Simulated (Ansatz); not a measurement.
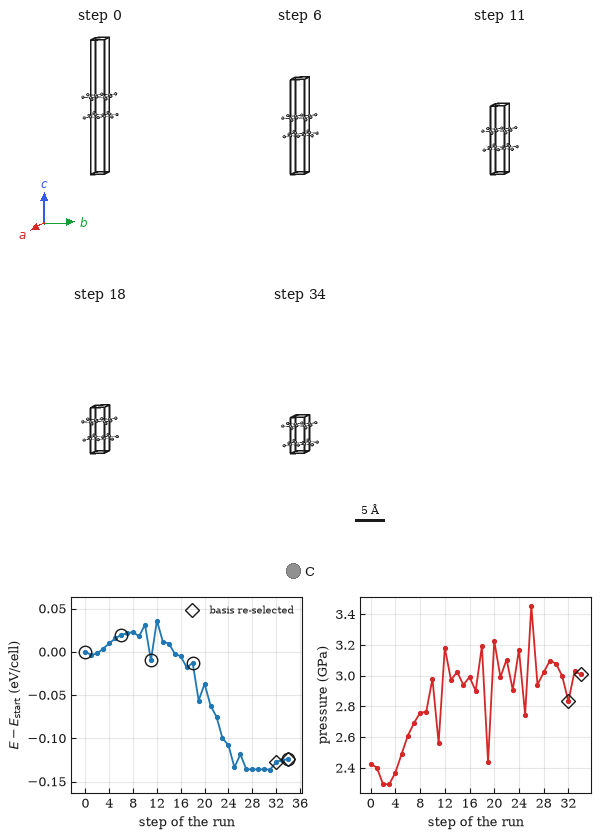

Frames of a relaxation of crystalline C (set up in P-3m1), marked on the history of the run. Style: ball-and-stick. Shown: the cell of the calculation, slightly off an axis.

Case: relaxed at 3 GPa.

Level of theory: DFT PBE+D3(BJ), scalar-relativistic, plane waves, PAW in Ansatz. Set-up: plane-wave cutoff 420 eV; k-point mesh 18 × 18 × 2; occupations gaussian; smearing width 0.1 eV; target pressure 3 GPa; no spin polarisation; cell and atoms relaxed; force threshold 0.008 eV/Å; at most 50 steps.

**What happens along the run?**

The largest moves relative to the cell, 1.13 Å, are those of C atoms. The drawn cell changes as follows: a = b 2.442 → 2.459 Å (+0.7 %), c 23.698 → 6.343 Å (−73.2 %); the volume changes by −72.9 %. Some distances before and after: C–C 1.410 → 1.420 Å. The space group (tolerance 0.01 Å) goes from P-3m1 (No. 164) to P6_3/mmc (No. 194). After 32 accepted moves (34 points after the start) the energy has fallen by 0.124 eV per cell of the calculation. With the target pressure of 3 GPa, the enthalpy E + pV changes by −1.794 eV per cell of the calculation. Largest force component: 0.0034 eV/Å at the start, 0.0011 eV/Å at the end. The pressure goes from 2.43 to 3.01 GPa. The SCF was repeated twice at an unchanged geometry on a basis and grid sized afresh for the cell, which shifted the energy by 8.6 meV per cell of the calculation at most. The run took 3.3 min on 1 thread of Arm Neoverse V2 (shared host), peak memory 0.41 GiB. From step 0 to 6: C atoms move most (0.30 Å), volume −28.9 %, energy +19.5 meV per cell of the calculation. From step 6 to 11: C atoms move most (0.46 Å), volume −27.6 %, energy −29.5 meV per cell of the calculation. From step 11 to 18: C atoms move most (0.44 Å), volume −32.9 %, energy −2.8 meV per cell of the calculation. From step 18 to 34: C atoms move most (0.43 Å), volume −21.4 %, energy −0.111 eV per cell of the calculation.

| step | E − E(0), meV/atom | largest force component, eV/Å | pressure, GPa | volume, Å³/atom | note |
| --- | --- | --- | --- | --- | --- |
| 0 | 0.00 | 0.0034 | 2.43 | 30.600 |  |
| 1 | -0.94 | 0.0442 | 2.40 | 29.171 |  |
| 2 | -0.47 | 0.0693 | 2.29 | 27.740 |  |
| 3 | 0.94 | 0.0949 | 2.29 | 26.278 |  |
| 4 | 2.42 | 0.1139 | 2.37 | 24.797 |  |
| 5 | 3.86 | 0.1304 | 2.49 | 23.273 |  |
| 6 | 4.88 | 0.1433 | 2.61 | 21.760 |  |
| 7 | 5.33 | 0.1507 | 2.69 | 20.271 |  |
| 8 | 5.74 | 0.1582 | 2.76 | 18.783 |  |
| 9 | 4.46 | 0.1541 | 2.77 | 17.463 |  |
| 10 | 7.83 | 0.1922 | 2.98 | 16.010 |  |
| 11 | -2.50 | 0.1122 | 2.56 | 15.749 |  |
| 13 | 2.91 | 0.1598 | 2.97 | 13.716 |  |
| 14 | 2.39 | 0.1682 | 3.02 | 12.950 |  |
| 15 | -0.56 | 0.1491 | 2.94 | 12.391 |  |
| 16 | -1.30 | 0.1558 | 2.99 | 11.743 |  |
| 18 | -3.21 | 0.1896 | 3.19 | 10.571 |  |
| 19 | -14.08 | 0.1098 | 2.44 | 10.753 |  |
| 20 | -9.27 | 0.2131 | 3.23 | 9.685 |  |
| 21 | -15.58 | 0.1738 | 2.99 | 9.441 |  |
| 23 | -24.99 | 0.1618 | 2.91 | 8.812 |  |
| 24 | -27.00 | 0.1544 | 3.17 | 8.459 |  |
| 25 | -33.40 | 0.0796 | 2.75 | 8.490 |  |
| 26 | -29.64 | 0.0250 | 3.46 | 8.158 |  |
| 28 | -34.01 | 0.0065 | 3.02 | 8.352 |  |
| 29 | -33.99 | 0.0011 | 3.10 | 8.350 |  |
| 30 | -34.00 | 0.0002 | 3.08 | 8.350 |  |
| 31 | -34.02 | 0.0007 | 3.00 | 8.352 |  |
| 33 | -31.24 | 0.0011 | 3.03 | 8.306 |  |
| 34 | -31.06 | 0.0011 | 3.01 | 8.306 | same geometry, new basis |
